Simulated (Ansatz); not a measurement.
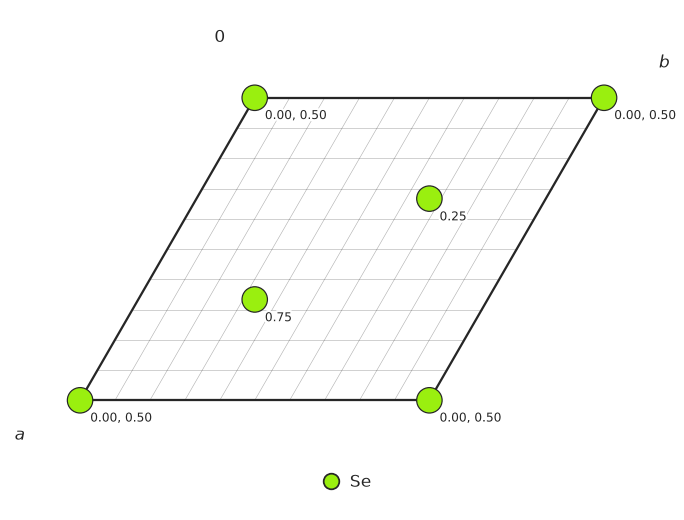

Plan of a unit cell projected along c (a down the page, b across); the numbers are heights as fractions of c, and atoms on the cell's edges are repeated. The grid marks tenths of a and b. Source: the input geometry of an electronic-structure calculation (not necessarily at equilibrium); the starting structure was generated, so it need not be a known form of this composition. All values are computed from the atomic coordinates in the standard setting (tolerance 0.002 Å).

a = 3.770 Å, b = 3.770 Å, c = 7.261 Å, α = 90.00°, β = 90.00°, γ = 120.00°.

### What does the cell contain?

4 Se: Se, Z = 4.

### Which space group?

No. 194, P6_3/mmc, primitive hexagonal.

### Give the fractional coordinates of all atoms, to two places.

```
atom     x     y     z
  Se  0.00  0.00  0.00
  Se  0.00  0.00  0.50
  Se  0.33  0.67  0.25
  Se  0.67  0.33  0.75
```
